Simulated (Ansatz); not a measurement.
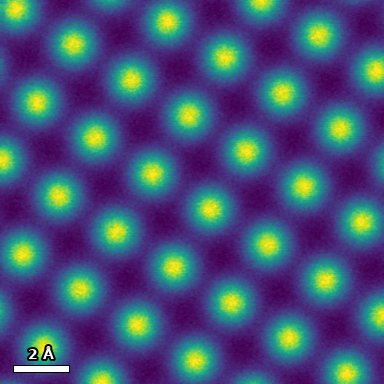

iDPC-like image of Ru (Pm-3m, No. 221). Simulated as the projected potential of neutral atoms (B = 0.8 Å²) blurred by a 1.01 Å probe, the thin-sample limit of integrated differential phase contrast. Shot noise and a slight drift were added. Model: coordinates from a relaxation with DFT, PBEsol, plane waves (420 eV) with PAW, scalar-relativistic in Ansatz; the starting structure was generated, so it need not be a known form of this composition.

```
Ru
1.0
     2.48099    0.00000    0.00000
     0.00000    2.48099    0.00000
     0.00000    0.00000    2.48099
Ru
1
Direct
  0.00000 0.00000 0.00000
```

Which beam direction gives this image, [221], [111], [001] or [211]? (Directions equivalent by symmetry count as one.)

Answer. [001]. The projected cells are 1.17 × 1.85 Å, 108° for [221]; 2.03 × 2.03 Å, 120° for [111]; 2.48 × 2.48 Å, 90° for [001]; 1.43 × 1.75 Å, 90° for [211], and the image repeats as the [001] one does.
